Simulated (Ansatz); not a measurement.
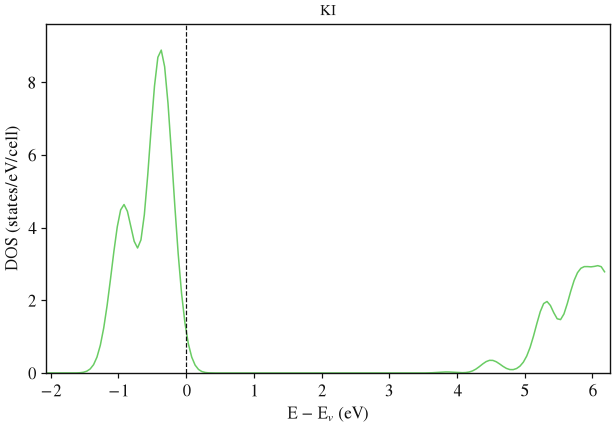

Density of states. Energies are counted from the top of the valence band. The curve is built from the levels of the k mesh with Gaussians 0.3 eV wide, which also blur the band edges.

The Ansatz input:

```
crystal:
  lattice:
    - [0.0708857049, 3.6151709484, 3.6151709484]
    - [3.6151709484, 0.0708857049, 3.6151709484]
    - [3.6151709484, 3.6151709484, 0.0708857049]
  atoms:
    - { symbol: K, position: [0.0, 0.0, 0.0] }
    - { symbol: I, position: [0.5, 0.5, 0.5] }
kpoints:
  mp_grid: { grid: [6, 6, 6] }
  band_path:
    path:
      - [0.0, 0.0, 0.0]
      - [0.5, 0.0, 0.5]
      - [0.625, 0.25, 0.625]
      - [0.375, 0.375, 0.75]
      - [0.5, 0.5, 0.5]
      - [0.5, 0.25, 0.75]
    npoints: 1
hamiltonian:
  xc: pbe
scf:
  occupations: { method: fermi_dirac, width: 0.02 }
  n_extra_bands: 4
output:
  forces: true
  stress: true
  eigenvalues: true
```

Run as:
```bash
ansatz run input.yaml --threads 2 --pin off --max-ram 2211MiB --backend cpu --events-out ev --progress --plain --runs-dir out
```

**Is there a gap at the Fermi level, and how wide?**

There is a gap; over the k points computed it is 3.85 eV (direct among those points).

**Where is the tallest peak of the filled states in the window?**

Within the window shown, the tallest peak of the filled states lies 0.4 eV under the valence-band top, at about 8.9 states per eV and cell.

**How wide is the upper valence band?**

The upper group of valence states starts about 1.3 eV under the valence-band top, with a gap beneath it; it holds about 6 electrons a cell.

Spin-orbit coupling is left out, which matters for I.
